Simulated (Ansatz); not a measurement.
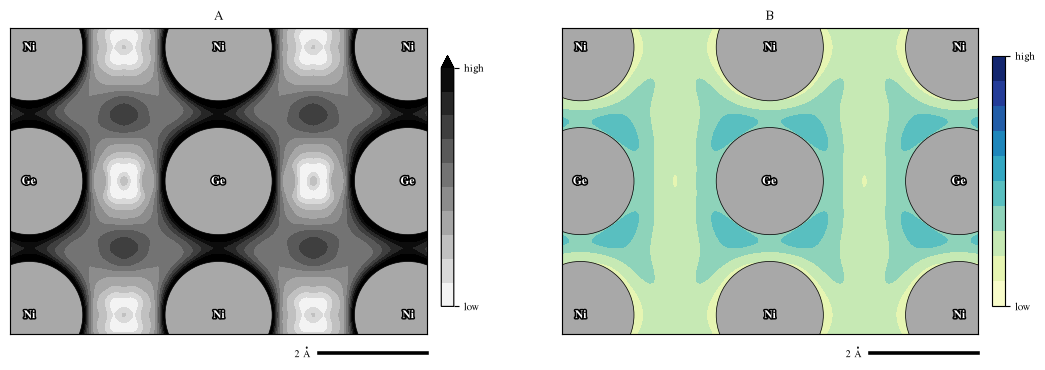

Ni3Ge: 2 fields on the (110) plane of the conventional cell, with unlabelled colour scales. Grey discs cover the atomic cores.

Space group Pm-3m; a structure from a database of computed crystals, not necessarily the ambient phase; computed pressure about 4 GPa in this cell; the program warned that a starting moment wasn't kept; spin-polarised, but the moments vanished.

The calculation used Kohn-Sham DFT of a periodic cell, PBEsol, Ansatz PAW (Ansatz 0.2.0).

Q: Match the panels to the quantities (electron localisation function and valence pseudo-density).

A: Panel A: valence pseudo-density. Panel B: electron localisation function. From the grid: Ni–Ge (2.48 Å): ρ is about 0.37 e/Å³ halfway; the ELF is about 0.35 at the midpoint.
